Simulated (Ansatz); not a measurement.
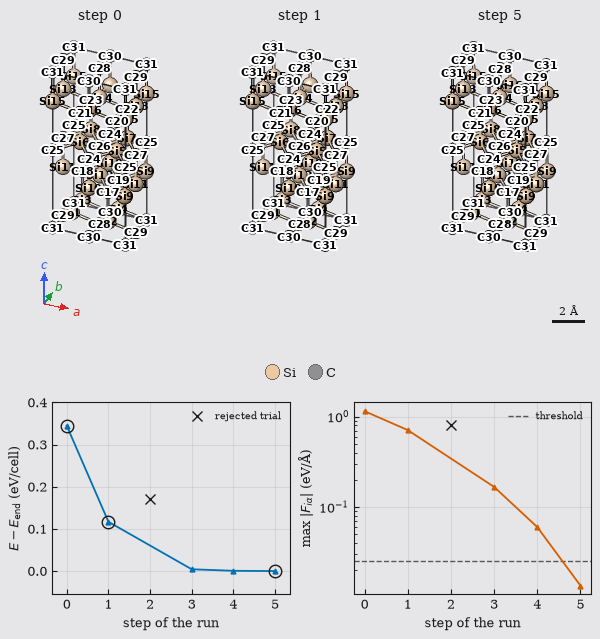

Frames of a relaxation of a defect cell of composition Si$_{16}$C$_{15}$ (cell charge −1), marked on the history of the run. The picture is a ball-and-stick view of the cell of the calculation, seen slightly off an axis.

Case: C vacancy (site b), charge -1, atoms relaxed at the host's cell.

Level of theory: Ansatz, DFT r2SCAN, scalar-relativistic, plane waves, PAW. (plane-wave cutoff 500 eV; k-point mesh 2 × 2 × 2; occupations gaussian; smearing width 0.01 eV; collinear spin; atoms relaxed in a fixed cell; force threshold 0.025 eV/Å; at most 45 steps)

What happens along the run?

After 4 accepted moves (5 points after the start) the energy has fallen by 0.345 eV per cell of the calculation. The largest force component goes from 1.1 to 0.013 eV/Å. The line search rejected the trial step at point 2 of the run. Si12 moves most: 0.13 Å along [−2 −1 0]. Largest moves by element: Si 0.13 Å, C 0.04 Å. The cell doesn't change. Near-neighbour distances that change, for instance: Si9–C19 1.848 → 1.929 Å, Si12–C17 1.865 → 1.928 Å, Si11–C17 1.872 → 1.929 Å, Si1–C29 1.864 → 1.910 Å. Among the angles between lasting bonds that change: Si9–C18–Si11 106.9° → 112.9°, C17–Si11–C18 111.5° → 106.6°, C18–Si9–C19 110.9° → 106.6°. The program noted that the starting moments weren't kept. Cost: 74 s on 8 threads of Intel(R) Xeon(R) Platinum 8488C (Sapphire Rapids) (shared host), peak memory 2.5 GiB. From step 0 to 1: Si12 moves most (0.06 Å), energy −0.228 eV per cell of the calculation. From step 1 to 5: Si12 moves most (0.07 Å), energy −0.117 eV per cell of the calculation.

Limits of the set-up: the k-point mesh is coarse for a cell with partly filled bands; the periodic images lie only 6.2 Å apart, so the values are limited by the cell's size; the cell is charged, on a uniform background, and energies carry no finite-size correction.
